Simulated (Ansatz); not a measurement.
Input file:

```
crystal:
  lattice:
    - [4.8360953708, -1.8125612748, 0.0095432177]
    - [4.8360953708, 1.8125612748, 0.0095432177]
    - [-2.5796139542, 0.0, 6.7598254137]
  atoms:
    - { symbol: Hf, position: [-0.0073123036, -0.0073123036, 0.0054037878] }
    - { symbol: Si, position: [0.2659281144, 0.2659281144, 0.3842022686] }
    - { symbol: O, position: [0.4627038425, 0.4627038425, 0.4803141507] }
    - { symbol: O, position: [0.2223776084, 0.2223776084, 0.1144624593] }
    - { symbol: O, position: [0.0637964434, 0.0637964434, 0.2997434045] }
    - { symbol: O, position: [0.8101824673, 0.8101824673, 0.4040963768] }
    - { symbol: Si, position: [0.0106053404, 0.0106053404, 0.504544727] }
    - { symbol: Si, position: [0.2348271191, 0.2348271191, 0.8608971503] }
    - { symbol: O, position: [0.4215388858, 0.4215388858, 0.9514064259] }
    - { symbol: O, position: [0.2136296158, 0.2136296158, 0.6061524763] }
    - { symbol: O, position: [0.0446007013, 0.0446007013, 0.7573335788] }
    - { symbol: O, position: [0.7571221652, 0.7571221652, 0.881443194] }
kpoints:
  mp_grid: { grid: [8, 8, 4] }
  band_path:
    path:
      - [0.0, 0.0, 0.0]
      - [-0.2901721112, 0.2901721112, 0.0]
      - [0.2901721112, 0.7098278888, 0.0]
      - [0.5, 0.5, 0.0]
      - [0.5, 0.5, -0.5]
      - [0.2711245724, 0.7288754276, -0.5]
      - [-0.2711245724, 0.2711245724, -0.5]
      - [0.0, 0.0, -0.5]
      - [0.0, 0.5, -0.5]
      - [0.244792, -0.25, 0.0]
      - [0.421875, -0.427083, -0.5]
      - [-0.2611549001, 0.2611549001, 0.0]
    npoints: 1
hamiltonian:
  xc: r2scan
scf:
  occupations: { method: fixed }
  n_extra_bands: 7
output:
  forces: true
  stress: true
  eigenvalues: true
  write_density: true
  write_potential: true
  elf: true
  volumetric_format: npy
```

Below, planes, directions and counts refer to the conventional cell (a = 9.67 Å, b = 3.63 Å, c = 7.24 Å, α = 90.00°, β = 110.77°, γ = 90.00°).

Space group Cm; a structure from a database of computed crystals, not necessarily the ambient phase; started from the anatase host prototype, which need not be the ambient phase.

Theory: DFT, r2SCAN, plane waves, PAW in Ansatz.

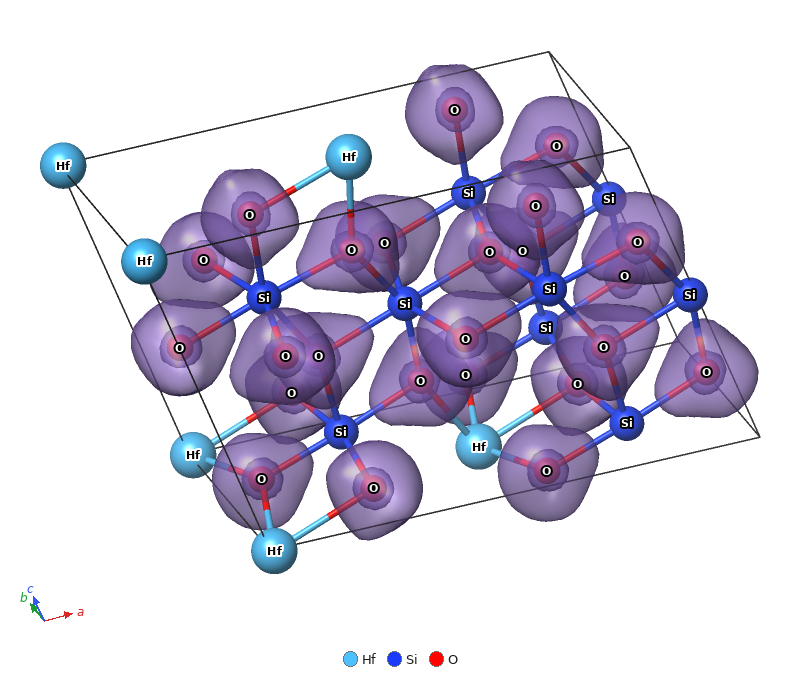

HfSi$_{3}$O$_{8}$. Isosurface of the electron localisation function at 0.7 (purple), seen at an oblique angle. Only the valence region is drawn (cores and ρ < 0.01 e/Å³ removed). Sticks mark near contacts.

In a PAW calculation such maps are meaningful between the atoms, not at the nuclei.

Q: Describe the localisation domains.

A: The ELF exceeds this value in 16 regions on O in which the atom's valence shell and bonds are merged, counted in one cell of 24 atoms. Regions shared between cells count once. Profiles from the grid: Si–O (1.69 Å): the ELF peaks at about 0.85 between the atoms. Hf–O (1.93 Å): the ELF peaks at about 0.85 in the valence shell of O, 0.6 Å from its nucleus, and drops to about 0.20 between the two atoms; no localised pair shows between them.
